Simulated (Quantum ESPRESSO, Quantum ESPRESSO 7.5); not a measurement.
# SiC(110), H on both faces, stepped through the number of layers

Aim: how the results for SiC(110), H on both faces change with the number of layers.

Method: plane-wave DFT, PBE, GBRV ultrasoft pseudopotentials, in Quantum ESPRESSO 7.5.

**1. Starting point**

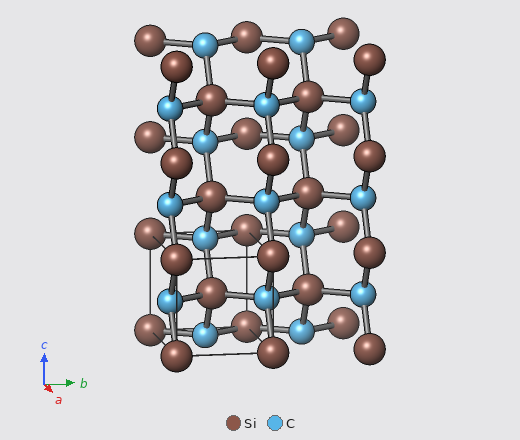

The starting structure, seen from the side, with the c axis up (silicon brown, carbon blue). 1×2×3 cells are drawn. Some periodic images of atoms are drawn too.

Set-up: All atoms relax in a periodic cell with 16 Å of vacuum in the starting cell; runs with a sawtooth field of 0 and 0.1 V/Å and a dipole correction follow on the relaxed atoms, and bands along a path. Fermi-Dirac smearing of 0.002 Ry. The slabs take the lattice constants of the bulk relaxed by the same program.

Members 5, 6, 7 and 8 took the same steps and show in the table alone.

**2. Relaxing cell and ions of the reference**

The bulk crystal is relaxed in cell and atoms; the members are built on its lattice constants.

Input file ref.vc.in:

```
&control
  prefix = 'ref.vc'
  outdir = './out'
  pseudo_dir = './pseudo'
  nstep = 40
  forc_conv_thr = 0.0003
  calculation = 'vc-relax'
/
&system
  ibrav = 0
  nat = 4
  ntyp = 2
  ecutwfc = 50
  ecutrho = 250
  occupations = 'smearing'
  smearing = 'fd'
  degauss = 0.002
/
&electrons
  conv_thr = 1e-09
  mixing_beta = 0.4
  electron_maxstep = 120
/
&ions
/
&cell
  press_conv_thr = 0.3
/
ATOMIC_SPECIES
  Si  28.0850  si_pbe_v1.uspp.F.UPF
  C   12.0110  c_pbe_v1.2.uspp.F.UPF
CELL_PARAMETERS angstrom
  4.38000000000000 0.00000000000000 0.00000000000000
  0.00000000000000 3.09712770159708 0.00000000000000
  0.00000000000000 0.00000000000000 3.09712770159708
ATOMIC_POSITIONS crystal
  Si  0.000000000000 0.000000000000 0.000000000000
  C   0.250000000000 0.500000000000 0.000000000000
  Si  0.500000000000 0.500000000000 0.500000000000
  C   0.750000000000 0.000000000000 0.500000000000
K_POINTS automatic
  5 7 7 0 0 0
```

Run with:

```sh
> OMP_NUM_THREADS=1 mpirun -n 4 pw.x -nk 4 -in ref.vc.in > ref.vc.out
```

The log of the run:

```text
Program PWSCF v.7.5 starts
[citation notice left out]

     Parallel version (MPI & OpenMP), running on       4 processor cores
     Number of MPI processes:                 4
     Threads/MPI process:                     1

     MPI processes distributed on     1 nodes
[...]
Current dimensions of program PWSCF are:
     Max number of different atomic species (ntypx) = 10
     Max number of k-points (npk) =  40000
     Max angular momentum in pseudopotentials (lmaxx) =  4
     Found identity + ( -0.5000 -0.5000 -0.5000) symmetry
     This is a supercell, fractional translations are disabled
     Message from routine setup:
     using ibrav=0 with symmetry is DISCOURAGED, use correct ibrav instead

     K-points division:     npool     =       4
     Subspace diagonalization in iterative solution of the eigenvalue problem:
     a serial algorithm will be used

     G-vector sticks info
     --------------------
     sticks:   dense  smooth     PW     G-vecs:    dense   smooth      PW
     Sum         965     775    235                18841    13637    2277

     Using Slab Decomposition

     bravais-lattice index     =            0
     lattice parameter (alat)  =       8.2770  a.u.
     unit-cell volume          =     283.5234 (a.u.)^3
     number of atoms/cell      =            4
     number of atomic types    =            2
     number of electrons       =        16.00
     number of Kohn-Sham states=           12
     kinetic-energy cutoff     =      50.0000  Ry
     charge density cutoff     =     250.0000  Ry
     scf convergence threshold =      1.0E-09
     mixing beta               =       0.4000
     number of iterations used =            8  plain     mixing
     energy convergence thresh.=      1.0E-04
     force convergence thresh. =      3.0E-04
     press convergence thresh. =      3.0E-01
     Exchange-correlation= SLA  PW   PBE  PBE
                           (   1   4   3   4   0   0   0)
     nstep                     =           40

     celldm(1)=   8.277000  celldm(2)=   0.000000  celldm(3)=   0.000000
     celldm(4)=   0.000000  celldm(5)=   0.000000  celldm(6)=   0.000000

     crystal axes: (cart. coord. in units of alat)
               a(1) = (   1.000000   0.000000   0.000000 )
               a(2) = (   0.000000   0.707107   0.000000 )
               a(3) = (   0.000000   0.000000   0.707107 )

     reciprocal axes: (cart. coord. in units 2 pi/alat)
               b(1) = (  1.000000  0.000000  0.000000 )
               b(2) = (  0.000000  1.414214  0.000000 )
               b(3) = (  0.000000  0.000000  1.414214 )

     PseudoPot. # 1 for Si read from file:
     ./pseudo/si_pbe_v1.uspp.F.UPF
     Pseudo is Ultrasoft + core correction, Zval =  4.0
     Generated by new atomic code, or converted to UPF format
     Using radial grid of  899 points,  6 beta functions with:
                l(1) =   0
                l(2) =   0
                l(3) =   1
                l(4) =   1
                l(5) =   2
                l(6) =   2
     Q(r) pseudized with  8 coefficients,  rinner =    0.900   0.900   0.900
                                                       0.900   0.900

     PseudoPot. # 2 for C  read from file:
     ./pseudo/c_pbe_v1.2.uspp.F.UPF
     Pseudo is Ultrasoft + core correction, Zval =  4.0
     Generated by new atomic code, or converted to UPF format
     Using radial grid of  721 points,  4 beta functions with:
                l(1) =   0
                l(2) =   0
                l(3) =   1
                l(4) =   1
     Q(r) pseudized with  8 coefficients,  rinner =    1.100   1.100   1.100

     atomic species   valence    mass     pseudopotential
     Si                4.00    28.08500     Si( 1.00)
     C                 4.00    12.01100     C ( 1.00)

      8 Sym. Ops. (no inversion) found

   Cartesian axes

     site n.     atom                  positions (alat units)
         1        Si     tau(   1) = (   0.0000000   0.0000000   0.0000000  )
         2        C      tau(   2) = (   0.2500000   0.3535534   0.0000000  )
         3        Si     tau(   3) = (   0.5000000   0.3535534   0.3535534  )
         4        C      tau(   4) = (   0.7500000   0.0000000   0.3535534  )

     number of k points=    30  Fermi-Dirac smearing, width (Ry)=  0.0020
                       cart. coord. in units 2pi/alat
        k(    1) = (   0.0000000   0.0000000   0.0000000), wk =   0.0081633
        k(    2) = (   0.0000000   0.0000000   0.2020305), wk =   0.0326531
        k(    3) = (   0.0000000   0.0000000   0.4040610), wk =   0.0326531
        k(    4) = (   0.0000000   0.0000000   0.6060915), wk =   0.0326531
        k(    5) = (   0.0000000   0.2020305   0.2020305), wk =   0.0326531
        k(    6) = (   0.0000000   0.2020305   0.4040610), wk =   0.0653061
        k(    7) = (   0.0000000   0.2020305   0.6060915), wk =   0.0653061
        k(    8) = (   0.0000000   0.4040610   0.4040610), wk =   0.0326531
        k(    9) = (   0.0000000   0.4040610   0.6060915), wk =   0.0653061
        k(   10) = (   0.0000000   0.6060915   0.6060915), wk =   0.0326531
[...]
k(   30) = (   0.4000000   0.6060915   0.6060915), wk =   0.0653061

     Dense  grid:    18841 G-vectors     FFT dimensions: (  45,  30,  30)

     Smooth grid:    13637 G-vectors     FFT dimensions: (  40,  27,  27)

     Estimated max dynamical RAM per process >      34.92 MB

     Estimated total dynamical RAM >     125.86 MB

     Initial potential from superposition of free atoms

     starting charge      15.9986, renormalised to      16.0000
     Starting wfcs are   16 randomized atomic wfcs

     total cpu time spent up to now is        0.7 secs

     per-process dynamical memory:    23.6 Mb

     Self-consistent Calculation

     iteration #  1     ecut=    50.00 Ry     beta= 0.40
     Davidson diagonalization with overlap
     ethr =  1.00E-02,  avg # of iterations =  3.4

     total cpu time spent up to now is        1.1 secs

     total energy              =     -42.09645978 Ry
     estimated scf accuracy    <       0.85416168 Ry

     iteration #  2     ecut=    50.00 Ry     beta= 0.40
[...]
total energy              =     -42.23121744 Ry
     estimated scf accuracy    <       0.02946356 Ry

     iteration #  3     ecut=    50.00 Ry     beta= 0.40
[...]
total energy              =     -42.23425086 Ry
     estimated scf accuracy    <       0.00866969 Ry

     iteration #  4     ecut=    50.00 Ry     beta= 0.40
[...]
Using Slab Decomposition

     bravais-lattice index     =            0
     lattice parameter (alat)  =       8.2770  a.u.
     unit-cell volume          =     283.2362 (a.u.)^3
     number of atoms/cell      =            4
     number of atomic types    =            2
     number of electrons       =        16.00
     number of Kohn-Sham states=           12
     kinetic-energy cutoff     =      50.0000  Ry
     charge density cutoff     =     250.0000  Ry
     scf convergence threshold =      1.0E-09
     mixing beta               =       0.4000
     number of iterations used =            8  plain     mixing
     press convergence thresh. =      3.0E-01
     Exchange-correlation= SLA  PW   PBE  PBE
                           (   1   4   3   4   0   0   0)

     celldm(1)=   8.277000  celldm(2)=   0.000000  celldm(3)=   0.000000
     celldm(4)=   0.000000  celldm(5)=   0.000000  celldm(6)=   0.000000

     crystal axes: (cart. coord. in units of alat)
               a(1) = (   0.999586   0.000000   0.000000 )
               a(2) = (   0.000000   0.706895   0.000000 )
               a(3) = (   0.000000   0.000000   0.706895 )

     reciprocal axes: (cart. coord. in units 2 pi/alat)
               b(1) = (  1.000414  0.000000  0.000000 )
               b(2) = (  0.000000  1.414637  0.000000 )
               b(3) = (  0.000000  0.000000  1.414637 )

     PseudoPot. # 1 for Si read from file:
     ./pseudo/si_pbe_v1.uspp.F.UPF
     Pseudo is Ultrasoft + core correction, Zval =  4.0
     Generated by new atomic code, or converted to UPF format
     Using radial grid of  899 points,  6 beta functions with:
                l(1) =   0
                l(2) =   0
                l(3) =   1
                l(4) =   1
                l(5) =   2
                l(6) =   2
     Q(r) pseudized with  8 coefficients,  rinner =    0.900   0.900   0.900
                                                       0.900   0.900

     PseudoPot. # 2 for C  read from file:
     ./pseudo/c_pbe_v1.2.uspp.F.UPF
     Pseudo is Ultrasoft + core correction, Zval =  4.0
     Generated by new atomic code, or converted to UPF format
     Using radial grid of  721 points,  4 beta functions with:
                l(1) =   0
                l(2) =   0
                l(3) =   1
                l(4) =   1
     Q(r) pseudized with  8 coefficients,  rinner =    1.100   1.100   1.100

     atomic species   valence    mass     pseudopotential
     Si                4.00    28.08500     Si( 1.00)
     C                 4.00    12.01100     C ( 1.00)

      8 Sym. Ops. (no inversion) found

   Cartesian axes

     site n.     atom                  positions (alat units)
         1        Si     tau(   1) = (   0.0000000   0.0000000   0.0000000  )
         2        C      tau(   2) = (   0.2498960   0.3534475   0.0000000  )
         3        Si     tau(   3) = (   0.4997929   0.3534475   0.3534475  )
         4        C      tau(   4) = (   0.7496897   0.0000000   0.3534475  )

     number of k points=    30  Fermi-Dirac smearing, width (Ry)=  0.0020
                       cart. coord. in units 2pi/alat
        k(    1) = (   0.0000000   0.0000000   0.0000000), wk =   0.0081633
        k(    2) = (   0.0000000   0.0000000   0.2020910), wk =   0.0326531
        k(    3) = (   0.0000000   0.0000000   0.4041821), wk =   0.0326531
        k(    4) = (   0.0000000   0.0000000   0.6062731), wk =   0.0326531
        k(    5) = (   0.0000000   0.2020910   0.2020910), wk =   0.0326531
        k(    6) = (   0.0000000   0.2020910   0.4041821), wk =   0.0653061
        k(    7) = (   0.0000000   0.2020910   0.6062731), wk =   0.0653061
        k(    8) = (   0.0000000   0.4041821   0.4041821), wk =   0.0326531
        k(    9) = (   0.0000000   0.4041821   0.6062731), wk =   0.0653061
        k(   10) = (   0.0000000   0.6062731   0.6062731), wk =   0.0326531
[...]
k(   30) = (   0.4001658   0.6062731   0.6062731), wk =   0.0653061

     Dense  grid:    18841 G-vectors     FFT dimensions: (  45,  30,  30)

     Smooth grid:    13517 G-vectors     FFT dimensions: (  40,  27,  27)

     Estimated max dynamical RAM per process >      35.20 MB

     Estimated total dynamical RAM >     126.99 MB

     Initial potential from superposition of free atoms

     starting charge      15.9986, renormalised to      16.0000
     Starting wfcs are   16 randomized atomic wfcs

     total cpu time spent up to now is        6.3 secs

     per-process dynamical memory:    39.6 Mb

     Self-consistent Calculation

     iteration #  1     ecut=    50.00 Ry     beta= 0.40
     Davidson diagonalization with overlap
     c_bands:  1 eigenvalues not converged
     c_bands:  1 eigenvalues not converged
     c_bands:  1 eigenvalues not converged
     ethr =  1.00E-06,  avg # of iterations = 16.1

     total cpu time spent up to now is        7.3 secs

     total energy              =     -42.09646503 Ry
     estimated scf accuracy    <       0.86113273 Ry

[...]
iteration # 15     ecut=    50.00 Ry     beta= 0.40
[...]
End of self-consistent calculation

          k = 0.0000 0.0000 0.0000 (  1715 PWs)   bands (ev):

    -6.0024  -1.0466   1.5326   6.1219   6.1219   9.2822   9.2822   9.2828
    10.6632  13.5593  15.3617  16.4950

          k = 0.0000 0.0000 0.2021 (  1701 PWs)   bands (ev):

    -5.7398  -0.9883   1.7312   4.8804   6.3185   8.1431   8.7604   9.2486
    11.5376  14.8198  15.8387  16.4232

          k = 0.0000 0.0000 0.4042 (  1681 PWs)   bands (ev):

    -4.9672  -1.1671   2.1427   3.6776   6.0757   6.8756   7.4122   9.0430
    12.6790  16.3434  16.5080  17.0770

          k = 0.0000 0.0000 0.6063 (  1698 PWs)   bands (ev):

    -3.7452  -2.2698   2.7674   4.1572   4.3087   5.7649   7.6778   8.4947
    14.0142  15.5092  17.3835  17.7321

          k = 0.0000 0.2021 0.2021 (  1715 PWs)   bands (ev):

    -5.4785  -0.9145   1.9141   5.0674   5.1297   7.8831   8.4202   8.4207
    12.7346  15.1305  15.6625  16.4648

          k = 0.0000 0.2021 0.4042 (  1691 PWs)   bands (ev):

    -4.7102  -1.0257   2.2467   3.9033   5.7288   6.0238   7.3728   8.1316
    13.9554  14.4052  16.4533  17.7620

[...]
the Fermi energy is     9.9017 ev

!    total energy              =     -42.23494271 Ry
     estimated scf accuracy    <          7.1E-10 Ry
     smearing contrib. (-TS)   =      -0.00000000 Ry
     internal energy E=F+TS    =     -42.23494271 Ry

     The total energy is F=E-TS. E is the sum of the following terms:
     one-electron contribution =      10.93939240 Ry
     hartree contribution      =       4.69095960 Ry
     xc contribution           =     -16.19904467 Ry
     ewald contribution        =     -41.66625003 Ry

     convergence has been achieved in  15 iterations

     Forces acting on atoms (cartesian axes, Ry/au):

     atom    1 type  1   force =     0.00000000    0.00000000    0.00000000
     atom    2 type  2   force =    -0.00000137    0.00000000    0.00000000
     atom    3 type  1   force =     0.00000000    0.00000000    0.00000000
     atom    4 type  2   force =     0.00000137    0.00000000    0.00000000

     Total force =     0.000002     Total SCF correction =     0.000000

     Computing stress (Cartesian axis) and pressure

          total   stress  (Ry/bohr**3)                   (kbar)     P=        0.17
  -0.00000061   0.00000000   0.00000000           -0.09        0.00        0.00
   0.00000000   0.00000200  -0.00000000            0.00        0.29       -0.00
   0.00000000  -0.00000000   0.00000200            0.00       -0.00        0.29

[...]
=------------------------------------------------------------------------------=
   JOB DONE.
=------------------------------------------------------------------------------=
```

It took 12 s on 4 MPI ranks of Arm Neoverse V1, shared host; peak memory 0.29 GiB; 48 s of CPU time.

Little changed from the start: no atom moved by 0.005 Å and no cell edge by 0.1 %.

 The last row is no step: it is a fresh SCF in the final cell with a new plane-wave basis, +0 meV from the row before.

Read from the output:

| Item | Value |
| --- | --- |
| free energy | -574.6357 eV |
| Fermi energy | 9.902 eV |

(Part 1 of 11 ends here.)

[Logs are printed without paths, hosts, clocks, repeated set-up lines and the standing remarks that a program may print on its own settings, such as how far it seeks lower states.]

[Hosts, paths, dates, database ids (printed as entryN), source tags and the programs' standing remarks are cut or masked in the printed files.]

[Maps of the electrostatic potential energy from Ansatz leave out the sawtooth potential of an applied field or a dipole correction, so their vacuum need not be flat; planar profiles and work functions include it.]
